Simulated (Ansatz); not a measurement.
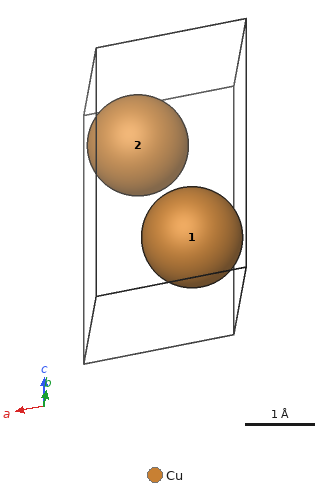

**Figure 1.** The input geometry (spheres-only view of the cell of the calculation, seen at an oblique angle; atoms are numbered from 1 in the order of the input).

# Run report: Cu, geometry relaxation

- system: Cu (P6₃/mmc, 2 atoms in the cell)
- method: DFT PBEsol, scalar-relativistic, plane waves, PAW, no spin polarisation (Ansatz 0.2.0)

The structure derives from a Materials Project entry. It belongs to a series of runs on one base structure; here: relaxed at 25 GPa. Figures and captions count atoms from 1; the log counts them from 0 in places.

**Input file**
```yaml
crystal:
  lattice:
    - [2.4230485636, 0.0, 0.0]
    - [-1.2115242818, 2.0984216107, 0.0]
    - [0.0, 0.0, 3.9583122447]
  atoms:
    - { symbol: Cu, position: [0.3333333333, 0.6666666667, 0.25] }
    - { symbol: Cu, position: [0.6666666667, 0.3333333333, 0.75] }
basis:
  ecutwfc: 420
kpoints:
  mp_grid: { grid: [18, 18, 10] }
hamiltonian:
  xc: pbesol
scf:
  occupations: { method: gaussian, width: 0.1 }
output:
  forces: true
  stress: true
  eigenvalues: true
relax:
  adjacent_minimum: "off"
  f_tol: 0.008
  max_steps: 50
  cell: { stress_tol: 0.08, p_target: 25.0 }
```

Machine: 1 thread of AMD EPYC (Zen 3), 32 GiB of memory available, shared host.

Command:
```bash
ansatz run input.yaml --threads 1 --pin off --max-ram 2560MiB --backend cpu --events-out ev --progress --plain --runs-dir out
```

**What the program printed**
```
Engine: ansatz 0.2.0, x86_64-unknown-linux-gnu
Pseudopotentials: kind: paw
Pseudopotential: Cu, paw, valence charge 19, recommended cutoff 420 eV (normal), Cu.paw.azcp
Functional definition: PBEsol
  exchange = pbesol_x
  correlation = pbesol_c
Crystal: 2 atoms, lattice volume = 20.126 Å³
Basis set: ecut = 420 eV, 391 PW (Γ), exchange–correlation on 36×36×54 points (8 copies of the dense FFT grid, shifted against one another)
Bands: 23, of which v1, the nominal top of the filled ones, is band 19 counted from 1 (18 counted from 0)
Symmetry: 24 space group operations
Space group: P63/mmc (ITA 194), of the structure as read, at distance tolerance 2.7e-5 Å
k-points: 222 of 3240
Non-local potential: Cu, projectors of the file, l = 0: 3, l = 1: 2, l = 2: 3, l = 3: 1
PAW form: soft (Blöchl's): semilocal exchange-correlation on the pseudo side does not see the compensation charge
PAW frozen core: Cu, regenerated for the run's functional, and the local potential with it (the file was generated under x = pbe(κ = 0.804, μ = 0.2195149727645171), c = pbe(β = 0.06672455060314922))
PAW one-centre angular grid: Cu, 590 points (default); XC on 64 Gauss nodes
Initial density: superposition of atomic densities (neutral atoms: chi_scale 0, normalization atom), corrected by the library's trained network
Initial wavefunctions: pseudopotential atomic-orbital guess
Functional: x = pbesol(κ = 0.804, μ = 0.12345679012345678), c = pbesol(β = 0.046)
SCF iter   1: F=—  HF=-13177.352435 eV  |F-HF|=—  |Δ(HF+E_count)|=         —  Δρ=2.27e-2  dr2=5.21e-2  ethr=1.77e-3  ⟨swp⟩=5.6  Hψ=19469  notcnv=0
preconditioner: auto → none  [metal: Δε(μ)=0.007 eV  Ē_g=12.203 eV  σ=0.100 eV  W_gap=0.04  n_scr=8 (ndim 8)  ℏωp=38.8 eV  f_vac=0.000  D(μ)=0.85/eV (n_scr^D=2)  sad-step TF]
SCF iter   2: F=—  HF=-13177.341290 eV  |F-HF|=—  |Δ(HF+E_count)|=   1.11e-2  Δρ=5.52e-3  dr2=3.36e-3  ethr=1.37e-4  ⟨swp⟩=2.3  Hψ=9447  notcnv=0  defer=46
SCF iter   3: F=—  HF=-13177.340516 eV  |F-HF|=—  |Δ(HF+E_count)|=   7.74e-4  Δρ=1.56e-3  dr2=2.61e-4  ethr=8.85e-6  ⟨swp⟩=1.1  Hψ=5087  notcnv=0  defer=46
SCF iter   4: F=—  HF=-13177.340405 eV  |F-HF|=—  |Δ(HF+E_count)|=   1.11e-4  Δρ=7.75e-5  dr2=2.28e-7  ethr=6.86e-7  ⟨swp⟩=2.4  Hψ=7762  notcnv=0  defer=46
SCF iter   5: F=—  HF=-13177.340409 eV  |F-HF|=—  |Δ(HF+E_count)|=   3.55e-6  Δρ=1.08e-5  dr2=1.14e-8  ethr=6.00e-10  ⟨swp⟩=2.2  Hψ=9421  notcnv=0  defer=46
SCF iter   6: F=-13177.340409 eV  HF=-13177.340409 eV  |F-HF|=1.46e-11  |Δ(HF+E_count)|=   5.53e-9  Δρ=3.35e-7  dr2=1.11e-11  ethr=3.00e-11  ⟨swp⟩=4.6  Hψ=18008  notcnv=0
SCF 1 converged in 6 iterations: F = -13177.340409 eV  dr2 = 1.11e-11
  greatest PAW one-centre occupation: 1.000 electrons in one spin orbital (limit 2), on the Cu atom at site 1 (counted from 0), in its partial waves of l = 0
relax step   1: F+E_penalty+E_count = -13177.34040876 eV  Δ(F+E_penalty+E_count) = +0.000e0 eV  max|allowed force component| = 6.939e-18 eV/Å  Δτ_max = 0.0000 Å  P = +26.402 GPa  Ω = 20.126 Å³  (6 SCF iters, dr2 threshold 1.00e-7 eV, accepted)
Crystal: 2 atoms, lattice volume = 20.179 Å³
Initial density: handed on by an earlier stage of this run
Initial wavefunctions: those handed on with the density
iter 1 solved again at ethr=3.25e-7 eV; its pass at ethr=3.10e-3 eV (dr2=1.24e-4 eV) is discarded
SCF iter   1: F=—  HF=-13177.348966 eV  |F-HF|=—  |Δ(HF+E_count)|=         —  Δρ=1.02e-3  dr2=1.33e-4  ethr=3.25e-7  ⟨swp⟩=2.2  Hψ=22837  notcnv=0
preconditioner: auto → none  [metal: Δε(μ)=0.016 eV  Ē_g=12.264 eV  σ=0.100 eV  W_gap=0.09  n_scr=8 (ndim 8)  ℏωp=38.8 eV  f_vac=0.000  D(μ)=0.87/eV (n_scr^D=2)]
SCF iter   2: F=—  HF=-13177.348936 eV  |F-HF|=—  |Δ(HF+E_count)|=   2.91e-5  Δρ=9.70e-5  dr2=5.51e-7  ethr=3.25e-7  ⟨swp⟩=2.2  Hψ=7106  notcnv=0
SCF iter   3: F=—  HF=-13177.348935 eV  |F-HF|=—  |Δ(HF+E_count)|=   1.32e-6  Δρ=5.56e-5  dr2=4.91e-7  ethr=1.45e-9  ⟨swp⟩=2.0  Hψ=9295  notcnv=0
iter 4 did not close the SCF: its close was put off for the readings that it lacked (scf_convergence_deferred on its scf_iter line)
SCF iter   4: F=-13177.348935 eV  HF=-13177.348935 eV  |F-HF|=1.66e-8  |Δ(HF+E_count)|=   9.48e-8  Δρ=9.32e-6  dr2=3.35e-9  ethr=1.29e-9  ⟨swp⟩=2.0  Hψ=7525  notcnv=0
iter 5 did not close the SCF: its close was put off for the readings that it lacked (scf_convergence_deferred on its scf_iter line)
SCF iter   5: F=-13177.348935 eV  HF=-13177.348935 eV  |F-HF|=9.64e-11  |Δ(HF+E_count)|=   2.28e-8  Δρ=6.50e-7  dr2=2.86e-11  ethr=8.83e-12  ⟨swp⟩=2.0  Hψ=9342  notcnv=0
SCF iter   6: F=-13177.348935 eV  HF=-13177.348935 eV  |F-HF|=5.46e-12  |Δ(HF+E_count)|=  4.73e-11  Δρ=4.62e-8  dr2=2.84e-13  ethr=1.00e-12  ⟨swp⟩=1.3  Hψ=13992  notcnv=0
SCF 2 converged in 6 iterations: F = -13177.348935 eV  dr2 = 2.84e-13
relax step   2: F+E_penalty+E_count = -13177.34893509 eV  Δ(F+E_penalty+E_count) = -8.526e-3 eV  max|allowed force component| = 9.252e-18 eV/Å  Δτ_max = 0.0000 Å  P = +25.650 GPa  Ω = 20.179 Å³  energy of the carried Pulay correction = -5.154e-5 eV  (6 SCF iters, dr2 threshold 2.00e-7 eV, accepted)
Crystal: 2 atoms, lattice volume = 20.225 Å³
iter 1 solved again at ethr=2.47e-7 eV; its pass at ethr=3.10e-3 eV (dr2=9.40e-5 eV) is discarded
SCF iter   1: F=—  HF=-13177.356176 eV  |F-HF|=—  |Δ(HF+E_count)|=         —  Δρ=8.89e-4  dr2=1.01e-4  ethr=2.47e-7  ⟨swp⟩=2.2  Hψ=22889  notcnv=0
preconditioner: auto → none  [metal: Δε(μ)=0.015 eV  Ē_g=12.241 eV  σ=0.100 eV  W_gap=0.09  n_scr=8 (ndim 8)  ℏωp=38.7 eV  f_vac=0.000  D(μ)=0.88/eV (n_scr^D=2)]
SCF iter   2: F=—  HF=-13177.356154 eV  |F-HF|=—  |Δ(HF+E_count)|=   2.20e-5  Δρ=8.39e-5  dr2=4.16e-7  ethr=2.47e-7  ⟨swp⟩=2.2  Hψ=7096  notcnv=0
SCF iter   3: F=—  HF=-13177.356153 eV  |F-HF|=—  |Δ(HF+E_count)|=   9.98e-7  Δρ=4.82e-5  dr2=3.71e-7  ethr=1.10e-9  ⟨swp⟩=2.0  Hψ=9289  notcnv=0
iter 4 did not close the SCF: its close was put off for the readings that it lacked (scf_convergence_deferred on its scf_iter line)
SCF iter   4: F=-13177.356153 eV  HF=-13177.356153 eV  |F-HF|=1.22e-8  |Δ(HF+E_count)|=   7.31e-8  Δρ=8.02e-6  dr2=2.49e-9  ethr=9.76e-10  ⟨swp⟩=2.0  Hψ=7527  notcnv=0
iter 5 did not close the SCF: its close was put off for the readings that it lacked (scf_convergence_deferred on its scf_iter line)
SCF iter   5: F=-13177.356153 eV  HF=-13177.356153 eV  |F-HF|=7.46e-11  |Δ(HF+E_count)|=   1.69e-8  Δρ=6.03e-7  dr2=2.29e-11  ethr=6.56e-12  ⟨swp⟩=2.0  Hψ=9343  notcnv=0
SCF iter   6: F=-13177.356153 eV  HF=-13177.356153 eV  |F-HF|=1.82e-12  |Δ(HF+E_count)|=  3.64e-11  Δρ=3.89e-8  dr2=2.02e-13  ethr=1.00e-12  ⟨swp⟩=1.1  Hψ=13535  notcnv=0
SCF 3 converged in 6 iterations: F = -13177.356153 eV  dr2 = 2.02e-13
relax step   3: F+E_penalty+E_count = -13177.35615265 eV  Δ(F+E_penalty+E_count) = -7.218e-3 eV  max|allowed force component| = 6.939e-18 eV/Å  Δτ_max = 0.0000 Å  P = +25.005 GPa  Ω = 20.225 Å³  energy of the carried Pulay correction = -9.624e-5 eV  (6 SCF iters, dr2 threshold 2.00e-7 eV, accepted)
Initial wavefunctions: pseudopotential atomic-orbital guess (no wavefunctions were taken with the density)
iter 1 solved again at ethr=3.79e-9 eV; its pass at ethr=3.10e-3 eV (dr2=1.44e-6 eV) is discarded
SCF iter   1: F=—  HF=-13177.356207 eV  |F-HF|=—  |Δ(HF+E_count)|=         —  Δρ=5.68e-4  dr2=1.35e-6  ethr=3.79e-9  ⟨swp⟩=3.6  Hψ=35983  notcnv=0
preconditioner: auto → none  [metal: Δε(μ)=0.015 eV  Ē_g=12.237 eV  σ=0.100 eV  W_gap=0.09  n_scr=8 (ndim 8)  ℏωp=38.7 eV  f_vac=0.000  D(μ)=0.88/eV (n_scr^D=2)]
SCF iter   2: F=—  HF=-13177.356235 eV  |F-HF|=—  |Δ(HF+E_count)|=   2.76e-5  Δρ=2.84e-4  dr2=3.38e-7  ethr=3.54e-9  ⟨swp⟩=1.0  Hψ=5106  notcnv=0
SCF iter   3: F=—  HF=-13177.356244 eV  |F-HF|=—  |Δ(HF+E_count)|=   8.85e-6  Δρ=5.53e-6  dr2=2.95e-9  ethr=8.90e-10  ⟨swp⟩=1.0  Hψ=5106  notcnv=0
iter 4 did not close the SCF: its close was put off for the readings that it lacked (scf_convergence_deferred on its scf_iter line)
SCF iter   4: F=-13177.356244 eV  HF=-13177.356244 eV  |F-HF|=1.82e-12  |Δ(HF+E_count)|=  7.08e-10  Δρ=4.80e-7  dr2=1.09e-11  ethr=7.77e-12  ⟨swp⟩=2.0  Hψ=7570  notcnv=0
iter 5 did not close the SCF: its close was put off for the readings that it lacked (scf_convergence_deferred on its scf_iter line)
SCF iter   5: F=-13177.356244 eV  HF=-13177.356244 eV  |F-HF|=1.82e-12  |Δ(HF+E_count)|=  1.82e-11  Δρ=1.17e-7  dr2=4.13e-13  ethr=1.00e-12  ⟨swp⟩=1.0  Hψ=5109  notcnv=0
iter 6 did not close the SCF: its close was put off for the readings that it lacked (scf_convergence_deferred on its scf_iter line)
SCF iter   6: F=-13177.356244 eV  HF=-13177.356244 eV  |F-HF|=5.46e-12  |Δ(HF+E_count)|=    0.00e0  Δρ=9.20e-9  dr2=4.31e-15  ethr=1.00e-12  ⟨swp⟩=1.0  Hψ=5106  notcnv=0
iter 7 did not close the SCF: its close was put off for the readings that it lacked (scf_convergence_deferred on its scf_iter line)
SCF iter   7: F=-13177.356244 eV  HF=-13177.356244 eV  |F-HF|=0.00e0  |Δ(HF+E_count)|=    0.00e0  Δρ=1.17e-9  dr2=8.77e-17  ethr=1.00e-12  ⟨swp⟩=1.0  Hψ=5106  notcnv=0
SCF iter   8: F=-13177.356244 eV  HF=-13177.356244 eV  |F-HF|=1.82e-12  |Δ(HF+E_count)|=  1.82e-12  Δρ=3.56e-10  dr2=6.40e-18  ethr=1.00e-12  ⟨swp⟩=1.9  Hψ=12195  notcnv=0
SCF 4 converged in 8 iterations: F = -13177.356244 eV  dr2 = 6.40e-18
relax step   4: F+E_penalty+E_count = -13177.35624384 eV  Δ(F+E_penalty+E_count) = -9.119e-5 eV  max|allowed force component| = 6.939e-18 eV/Å  Δτ_max = 0.0000 Å  P = +25.001 GPa  Ω = 20.225 Å³  stress off target by 6.33e-3 GPa  SCF on the basis re-selected at this cell (its energy is not comparable with the rows above)  (8 SCF iters)
```

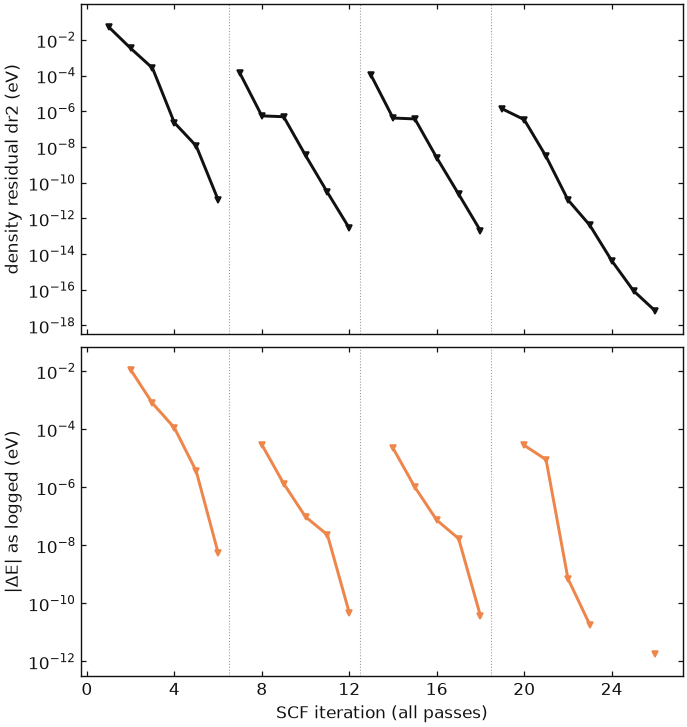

**Figure 2.** Convergence of the self-consistent field: density residual dr2 and size of the energy change against the SCF iteration. The dotted lines part the SCF passes of the relaxation: geometry steps, rejected trials and re-solves on a re-selected basis. The passes take 6, 6, 6 and 8 iterations.

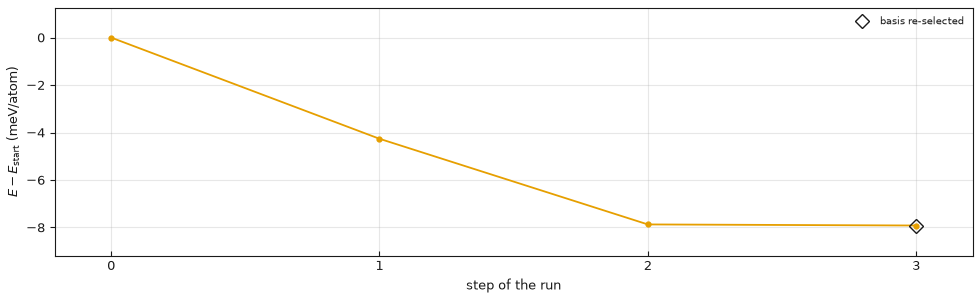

**Figure 3.** Progress of the relaxation, step by step (the first geometry is step 0 here and step 1 in the log). Over 2 geometry steps the energy falls by 7.9 meV per atom. All forces vanish by symmetry, so only the cell relaxes. The pressure goes from 26.40 to 25.00 GPa. No atom moves by more than 0.005 Å relative to the cell. A last SCF at the same geometry on a re-selected plane-wave basis shifts the energy by next to nothing (0.0 meV per atom).

```
basis re-selected at this cell: Δ(F+E_penalty+E_count) = -9.119e-5 eV, ΔP = -0.004 GPa vs the last step (what re-selecting the basis moved, of the pressure what is left beyond the Pulay correction that the steps carried, after the strain that the cell walked since its last selection, with what the two solves' SCF thresholds leave and, on support functions, any second-order correction that the steps lacked; it is no measure of the basis error at this ecutwfc). This SCF's stress stands 6.33e-3 GPa from its target on what of the cell is left free (relax.cell.stress_tol is 8.00e-2 GPa) and its largest allowed force component is 6.94e-18 eV/Å (relax.f_tol is 8.00e-3 eV/Å): within both
SCF converged after 8 iterations
Free energy (F): -13177.356244 eV
Harris-Foulkes:  -13177.356244 eV  (|F-HF|=1.82e-12)
Internal energy: -13177.351867 eV  (E = F + TS)
E sigma→0 (E₀):  -13177.354055 eV
Entropy (-TS):   -0.004377 eV (-2.188 meV/atom)
Fermi energy:    20.138362 eV
--- Per-component energies (eV) ---
  E_band       = -602.766684
  E_kinetic    = 604.916147
  E_local      = -7519.145352  (includes V_loc(G=0)·N_el)
  E_nonlocal   = 780.366601
  E_hartree    = 3329.075702
  E_xc         = -181.144097
  E_vxc        = -234.897189  (∫ρ·V_xc dr)
  E_paw        = -3249.139976  (= ΣΔE_a)
  E_vpaw       = -892.158819  (= ΣTr[D̂ρ^β])
  E_aug_tail   = 0.000525  (compensation charges beyond the density's cutoff)
  E_ewald      = -6942.693820
  E_core_change = 0.412404  (= ΣΔE_core)
  E_smearing   = -0.004377  (= −TS)
  E_closure    = -0.000000  (closes the sum)
  Σ components = -13177.356244   (vs F -13177.356244, Δ=0.00e0)
--- Forces (eV/Å), atoms counted from 1 ---
  atom   1  Cu     0.00000000     0.00000000     0.00000000
  atom   2  Cu    -0.00000000     0.00000000    -0.00000000
  max |Σ_I F_I| component: 0.00e0 eV/Å
--- Stress (GPa, compression-positive) ---
       24.998390      -0.000000      -0.000000
       -0.000000      24.998390      -0.000000
       -0.000000      -0.000000      25.006334
  P = ⅓ Tr σ = 25.0010 GPa (250.010 kbar)
--- Band table (eV; the first three rows and the last of 222) ---
  k-point 0: bands = ["-92.4714", "-92.4424", "-50.0819", "-49.9135", "-49.9135", "-49.8846", "-49.8846", "-49.8843", "9.4915", "14.1178", "16.6511", "16.7301", "16.7301", "17.0022", "17.0022", "17.3720", "17.3720", "18.3305", "18.3305", "18.6239", "24.7766", "42.7864", "44.2150"]
  k-point 1: bands = ["-92.4706", "-92.4431", "-50.0771", "-49.9128", "-49.9128", "-49.8892", "-49.8853", "-49.8853", "9.5937", "14.0630", "16.6276", "16.7079", "16.7079", "16.9790", "16.9790", "17.4252", "17.4252", "18.2156", "18.3247", "18.3247", "25.4304", "42.7777", "44.3162"]
  k-point 2: bands = ["-92.4686", "-92.4452", "-50.0632", "-49.9107", "-49.9107", "-49.9033", "-49.8874", "-49.8874", "9.8971", "13.8550", "16.5618", "16.6655", "16.6655", "16.9166", "16.9166", "17.4036", "17.5571", "17.5571", "18.3025", "18.3025", "27.0178", "41.9456", "42.9517"]
  k-point 221: bands = ["-92.4351", "-92.4351", "-50.0431", "-50.0431", "-50.0045", "-50.0045", "-49.9236", "-49.9236", "15.5281", "15.5281", "15.6139", "15.6139", "16.2908", "16.2908", "17.3564", "17.3564", "18.3653", "18.3653", "24.6156", "24.6156", "26.2706", "26.2706", "28.2526"]
--- Relaxed structure (3 steps of the walk, 3 accepted, 1 SCFs on fresh bases) ---
  F+E_penalty+E_count = -13177.35624384 eV   max|allowed force component| = 6.939e-18 eV/Å   (the final SCF, on the basis selected at the relaxed cell)
  cell:  # Å, volume = 20.2251 Å³
    - [2.4268478677557352, -1.7370380421681317e-33, -1.7155931280672906e-34]
    - [-1.2134239338778676, 2.101711904596564, -6.07569051613301e-34]
    - [-2.802607173350167e-34, -1.3078833475634111e-33, 3.9652878383183037]
  atoms:
    - { symbol: Cu, position: [0.33333333333333337, 0.6666666666666667, 0.25] }
    - { symbol: Cu, position: [0.6666666666666665, 0.33333333333333337, 0.75] }
```

**Trajectory as extended XYZ (Å, eV, eV/Å), 4 frames, from step=1 to step=4**
```
2
Lattice="2.4230 0.0000 0.0000 -1.2115 2.0984 0.0000 0.0000 0.0000 3.9583" Properties=species:S:1:pos:R:3:forces:R:3 step=1 energy=-13177.34041 pressure_GPa=26.40
Cu    0.0000    1.3989    0.9896    0.0000   0.0000   0.0000
Cu    1.2115    0.6995    2.9687    0.0000   0.0000   0.0000
2
Lattice="2.4251 0.0000 0.0000 -1.2125 2.1002 0.0000 0.0000 0.0000 3.9620" Properties=species:S:1:pos:R:3:forces:R:3 step=2 energy=-13177.34893 pressure_GPa=25.65
Cu    0.0000    1.4001    0.9905    0.0000   0.0000   0.0000
Cu    1.2125    0.7001    2.9715    0.0000   0.0000   0.0000
2
Lattice="2.4268 0.0000 0.0000 -1.2134 2.1017 0.0000 0.0000 0.0000 3.9653" Properties=species:S:1:pos:R:3:forces:R:3 step=3 energy=-13177.35615 pressure_GPa=25.01
Cu    0.0000    1.4011    0.9913    0.0000   0.0000   0.0000
Cu    1.2134    0.7006    2.9740    0.0000   0.0000   0.0000
2
Lattice="2.4268 0.0000 0.0000 -1.2134 2.1017 0.0000 0.0000 0.0000 3.9653" Properties=species:S:1:pos:R:3:forces:R:3 step=4 energy=-13177.35624 pressure_GPa=25.00
Cu    0.0000    1.4011    0.9913    0.0000   0.0000   0.0000
Cu    1.2134    0.7006    2.9740    0.0000   0.0000   0.0000
```

**Results in brief**

| quantity | value |
| --- | --- |
| outcome | converged |
| space group (tolerance 0.01 Å) | P6₃/mmc (194) |
| electrons treated | 38 |
| free energy | −13177.3562 eV |
| Fermi energy | 20.138 eV |
| gap on the k-point mesh | none (metallic) |
| pressure | 25.00 GPa |
| final volume | 20.23 Å³ |
| largest force (length of the vector) at the end | under 0.001 eV/Å |
| final cell | a = 2.427 Å, b = 2.427 Å, c = 3.965 Å, α = 90.00°, β = 90.00°, γ = 120.00° |
| wall time | 16 s |
| peak memory | 0.44 GiB |

**Remarks**

The cell was relaxed to the target pressure of the input; what is minimised is then the enthalpy E + pV.
